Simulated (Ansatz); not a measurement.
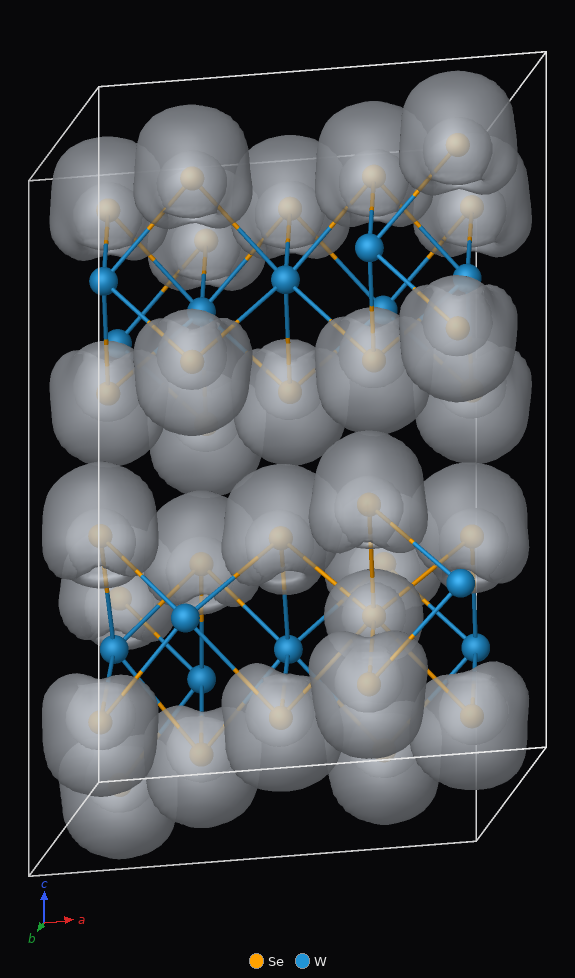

The picture shows: W₁₃Se₂₉ (cell with a defect). Isosurface of the electron localisation function at 0.7 (grey), seen at an oblique angle. Only the valence region is drawn (cores and ρ < 0.01 e/Å³ removed). Sticks mark near contacts.

Theory: DFT PBE+D3(BJ), scalar-relativistic, plane waves, PAW (Ansatz 0.2.0).

```
CELL_PARAMETERS angstrom
1.63951 -8.51913 0.00000
6.55803 5.67942 0.00000
0.00000 0.00000 12.78851
ATOMIC_POSITIONS crystal
Se 0.66732 0.33344 0.25010
W 0.22255 0.18612 0.25004
W 0.81446 0.03615 0.25006
W 0.52252 0.63104 0.25005
W 0.10929 0.47785 0.25004
W 0.36934 0.89113 0.25004
W 0.96442 0.77795 0.25004
W 0.90521 0.52389 0.75006
W 0.47681 0.38099 0.75006
W 0.04802 0.23814 0.75006
W 0.76255 0.80954 0.75006
W 0.33390 0.66678 0.75006
W 0.61969 0.09547 0.75006
W 0.19114 0.95267 0.75007
Se 0.66724 0.33345 0.61804
Se 0.23865 0.19092 0.61827
Se 0.80975 0.04737 0.61828
Se 0.52436 0.61900 0.61836
Se 0.09566 0.47633 0.61836
Se 0.38169 0.90502 0.61836
Se 0.95331 0.76204 0.61826
Se 0.91758 0.53365 0.12085
Se 0.46693 0.38365 0.12086
Se 0.04048 0.23692 0.11609
Se 0.76356 0.80322 0.11613
Se 0.33371 0.66667 0.11313
Se 0.61681 0.08288 0.12089
Se 0.19729 0.96008 0.11611
Se 0.66723 0.33344 0.88208
Se 0.23868 0.19095 0.88186
Se 0.80975 0.04738 0.88185
Se 0.52436 0.61898 0.88176
Se 0.09565 0.47632 0.88176
Se 0.38170 0.90502 0.88177
Se 0.95331 0.76203 0.88187
Se 0.91762 0.53366 0.37924
Se 0.46689 0.38365 0.37923
Se 0.04048 0.23693 0.38400
Se 0.76354 0.80317 0.38395
Se 0.33372 0.66669 0.38696
Se 0.61678 0.08285 0.37920
Se 0.19729 0.96010 0.38397
```

**What do the ELF domains correspond to?**

The surface consists of 29 regions wrapped around Se (the valence shell of each), counted in one cell of 42 atoms. Any copies at cell faces, edges or corners count once.

Values along the shortest contacts:
W–Se (2.51 Å): the ELF is about 0.50 at the midpoint. Se–Se (2.59 Å): the ELF is about 0.55 at the midpoint.
